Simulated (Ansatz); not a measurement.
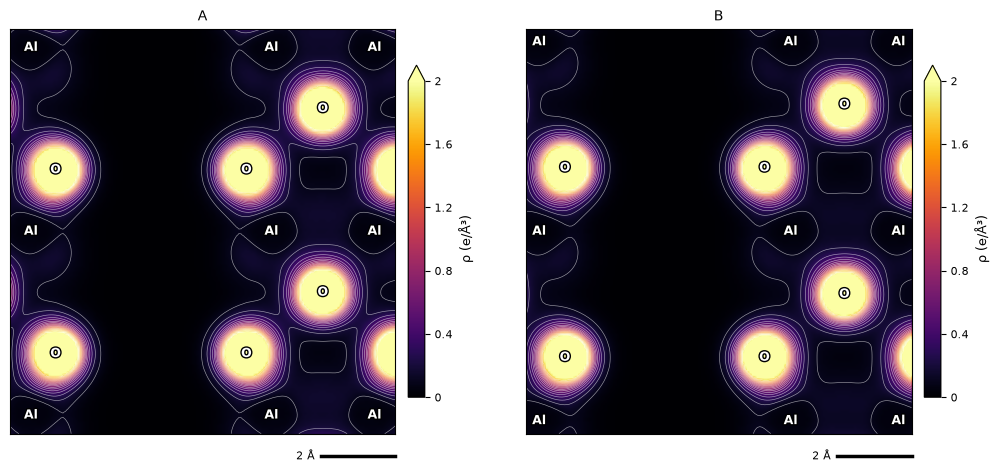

Al₂O₃. The valence charge density (pseudo) of two cells that differ in size and shape, on the (110) plane of each (indices in the axes of the calculation cell), at one length scale and on one colour scale: B has 14.3 Å³ an atom and A 12.9.

Space group P-6m2; a structure from a database of computed crystals, not necessarily the ambient phase.

Method: Ansatz 0.2.0, DFT r2SCAN, scalar-relativistic, plane waves, PAW.

The density is the valence pseudo-density of a PAW calculation; it isn't the true density close to the nuclei.

The larger cell:

```yaml
crystal:
  lattice:
    - [2.92759, 0.00000, 0.00000]
    - [-1.46379, 2.53537, 0.00000]
    - [0.00000, 0.00000, 9.61686]
  atoms:
    - { symbol: Al, position: [0.00000, 0.00000, 0.14999] }
    - { symbol: Al, position: [0.00000, 0.00000, 0.85001] }
    - { symbol: O, position: [0.33333, 0.66667, 0.22232] }
    - { symbol: O, position: [0.66667, 0.33333, 0.00000] }
    - { symbol: O, position: [0.33333, 0.66667, 0.77768] }
```

The smaller cell: a = 2.841 Å, b = 2.841 Å, c = 9.197 Å, α = 90.00°, β = 90.00°, γ = 120.00°.

What changes from the larger cell to the smaller?

Answer. From the larger cell to the smaller, Al–O goes from 1.83 to 1.77 Å, and the density at its midpoint from 0.71 to 0.79 e/Å³; the pressure goes from −11 to 2.4 GPa; the Kohn–Sham gap goes from 5.2 eV to 6.0 eV.
